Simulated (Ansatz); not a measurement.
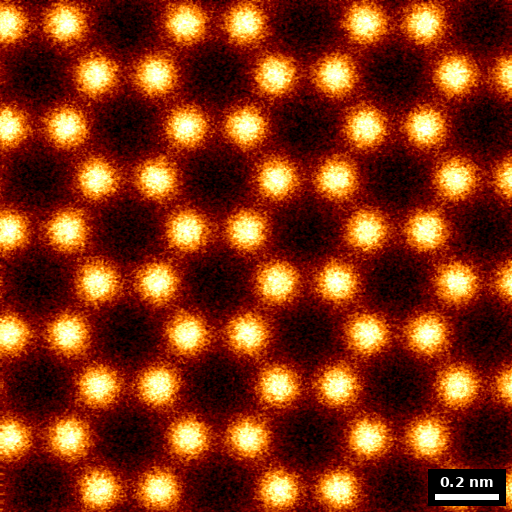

Integrated-DPC-like image of Ce (P6_3/mmc, No. 194). Simulated as the projected potential of neutral atoms (B = 0.5 Å²) blurred by a 0.76 Å probe, the thin-sample limit of integrated differential phase contrast. Shot noise and a slight drift were added. Atomic positions: the geometry given to an electronic-structure calculation, possibly off equilibrium; the starting structure was generated, so it need not be a known form of this composition.

```
Ce
1.0
     3.29757    0.00000    0.00000
    -1.64878    2.85578    0.00000
     0.00000    0.00000    5.73813
Ce
2
Direct
  0.33333 0.66667 0.75000
  0.66667 0.33333 0.25000
```

Along which zone axis is the crystal seen: [211], [210], [001] or [201]? (Directions equivalent by symmetry count as one.)

Answer. [001]. The projected cells are 2.61 × 2.61 Å, 102° for [211]; 1.65 × 2.87 Å, 90° for [210]; 3.30 × 3.30 Å, 120° for [001]; 2.16 × 3.05 Å, 111° for [201], and the image repeats as the [001] one does.
